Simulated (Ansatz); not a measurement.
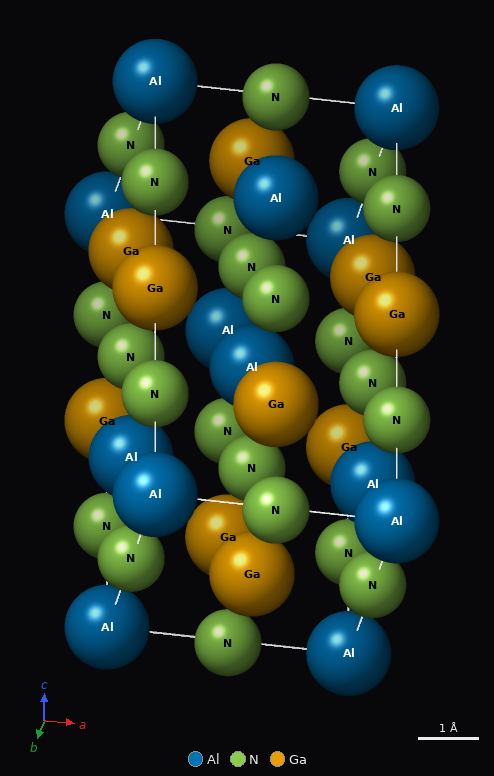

Spheres-only drawing of the structure, looking from a general direction. The conventional unit cell is drawn as a box.

AlGaN₂, space group I4_1/amd (No. 141), a = 4.13 Å, b = 4.13 Å, c = 8.28 Å, α = 90.00°, β = 90.00°, γ = 90.00°.

Electronic-structure method: DFT, r2SCAN, plane waves, PAW (Ansatz 0.2.0). Parameters: a basis cut at 500 eV, k-points about 0.27 Å⁻¹ apart, no spin polarisation.

Question: Is the electronic structure metallic or gapped?

Answer: A semiconductor at this level, with a gap of 2.76 eV, indirect; the smallest direct gap is 2.92 eV.

Question: What is the mean of the ε∞ tensor's diagonal?

Answer: ε∞ averages 5.9.

The structure was taken from a structure type filled with these elements by a generator (whether the compound takes this form wasn't checked). Earlier steps of the study, as a rule a relaxation of our own, may have changed the cell and positions, so they can lie some per cent off the listed ones. It was run through Ansatz as a DFT input.
